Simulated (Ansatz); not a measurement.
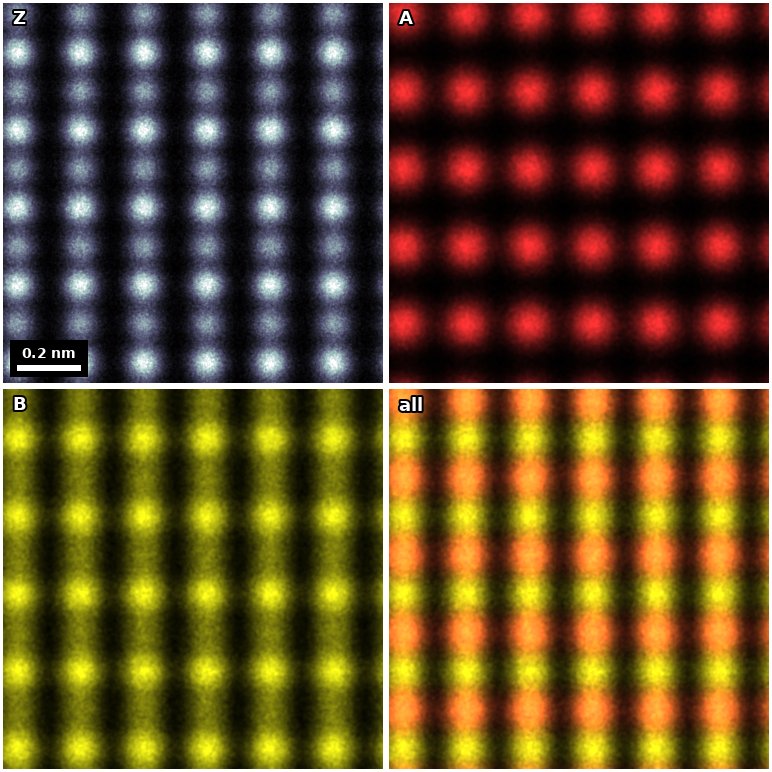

SiNi3 (Pm-3m, No. 221) along [211]. Panel Z: The image is simulated as a sum over atoms of Z^1.8, blurred by a 0.83 Å probe (no channelling). Shot noise was added. The other panels are simulated element maps (the number of atoms of one element along the beam, blurred by 1.1 Å, with counting noise; each on its own scale, no channelling); the last overlays them. Structure: coordinates from a relaxation with DFT PBEsol, scalar-relativistic, plane waves, PAW in Ansatz; the starting structure was generated, so it need not be a known form of this composition.

```cif
data_structure
_symmetry_space_group_name_H-M 'Pm-3m'
_symmetry_Int_Tables_number 221
_cell_length_a 3.4609
_cell_length_b 3.4609
_cell_length_c 3.4609
_cell_angle_alpha 90.000
_cell_angle_beta 90.000
_cell_angle_gamma 90.000
_cell_volume 41.46
loop_
_atom_site_label
_atom_site_type_symbol
_atom_site_symmetry_multiplicity
_atom_site_Wyckoff_symbol
_atom_site_fract_x
_atom_site_fract_y
_atom_site_fract_z
_atom_site_occupancy
Si1 Si 1 a 0.00000 0.00000 0.00000 1
Ni1 Ni 3 c 0.00000 0.50000 0.50000 1
```

### Which element does each lettered map show?

A: Si, B: Ni. The projected cell (2.00 × 2.45 Å, 90°) holds 2 columns: 1 of Ni + Si and 1 of Ni. Columns shared by several elements: Ni + Si.
